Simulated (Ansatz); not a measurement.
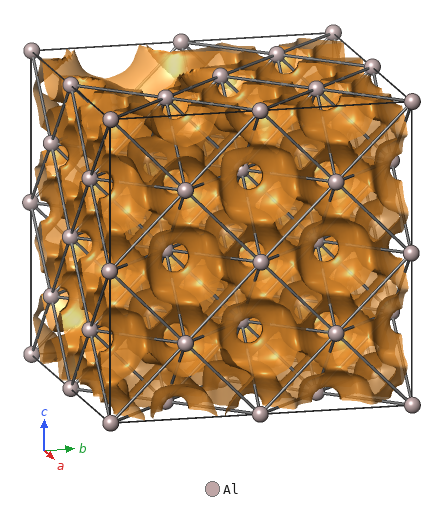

Al (cell with a defect). Isosurface of the electron localisation function at 0.55 (orange), seen slightly off an axis. Only the valence region is drawn (cores and ρ < 0.01 e/Å³ removed). Sticks mark near contacts.

Computed without spin polarisation; PAW files of the earlier set (soft_1).

Method: Ansatz, DFT PBE, scalar-relativistic, plane waves, PAW.

Question: Describe the localisation domains.

Answer: The surface consists of one network that runs through the whole crystal, counted in one cell of 31 atoms. Regions shared between cells count once. There are no localised bonds or lone pairs at this value. Along the contacts the grid gives the following. Al–Al (2.84 Å): the ELF peaks at about 0.70 between the atoms. Al–Al (2.88 Å): the ELF peaks at about 0.65 between the atoms.

Question: Does the calculation make it a metal, or give it a gap?

Answer: It is gapless in this calculation (a metal or semimetal).
